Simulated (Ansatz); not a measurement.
System: Fe, space group Im-3m (No. 229) (one of a set of cubic test structures, which need not be the stable phase).

Input of one of the runs behind the figure:
```
crystal:
  lattice:
    - [-1.37048311484, 1.37048311484, 1.37048311484]
    - [1.37048311484, -1.37048311484, 1.37048311484]
    - [1.37048311484, 1.37048311484, -1.37048311484]
  atoms:
    - { symbol: Fe, position: [0, 0, 0] }
kpoints:
  mp_grid: { grid: [17, 17, 17] }
hamiltonian:
  xc: r2scan
  pseudopotentials: { kind: paw, source: ansatz }
scf:
  occupations: { method: fermi_dirac, width: 0.1 }
  convergence: { dr2_threshold: "1e-9 eV" }
  max_iter: 300
output:
  forces: true
  stress: true
basis:
  xc_grid: 2
```

Run as:
```bash
ansatz run input.yaml --threads 1
```

Computed with Ansatz 0.2.0 development build: equation of state of a cubic crystal from periodic Kohn-Sham density functional theory without spin, third-order Birch-Murnaghan fit to the free energies; pressure corrected for the finite basis. Level: r2SCAN.

structure type bcc; atoms in cell 1; space group number 229; lattice centring body-centred primitive; k mesh 17×17×17; occupation method Fermi–Dirac; occupation width 0.1 eV; wave cutoff 1060 eV; datasets hand-made PAW; density tolerance 1e−09 eV; bands 12; density cutoff ratio 4; search for lower states default; xc grid level 2.

Predict the energy above the lowest point and pressure against volume. The volume takes the values 9.67, 9.98, 10.30, 10.61, 10.93 Å³/atom.

A third-order Birch–Murnaghan fit gives V0 = 10.18 Å³/atom, B0 = 295 GPa and B′ = 4.6. The energy above the lowest point is 24.8 meV/atom at volume 9.67 Å³/atom and 43.2 meV/atom at 10.93 Å³/atom; the lowest computed point is at volume 10.30 Å³/atom (0.0 meV/atom). The pressure falls from 17.1 GPa at volume 9.67 Å³/atom to −17.8 GPa at 10.93 Å³/atom, and changes sign near 10.18 Å³/atom.

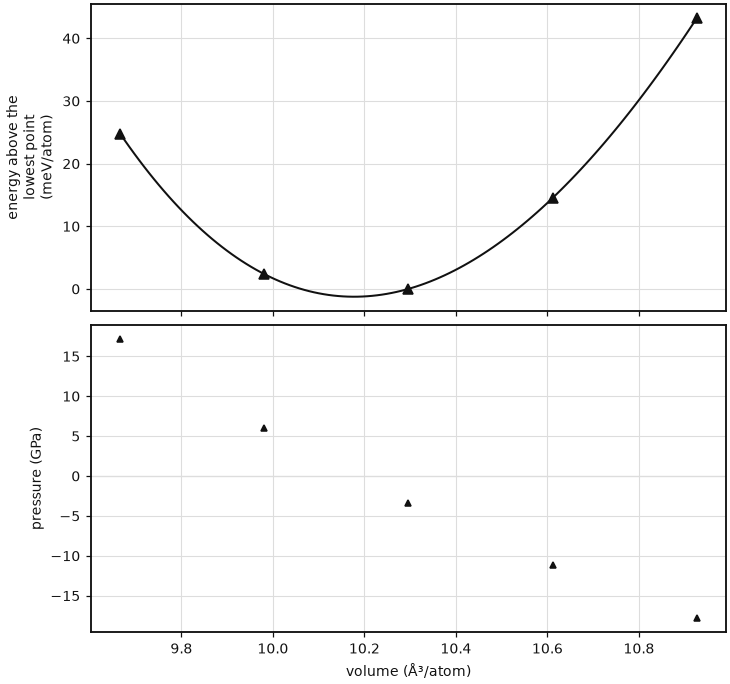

Caveats: known magnet treated without spin, far from its ground state; modest k-mesh, values are not fully converged in k.
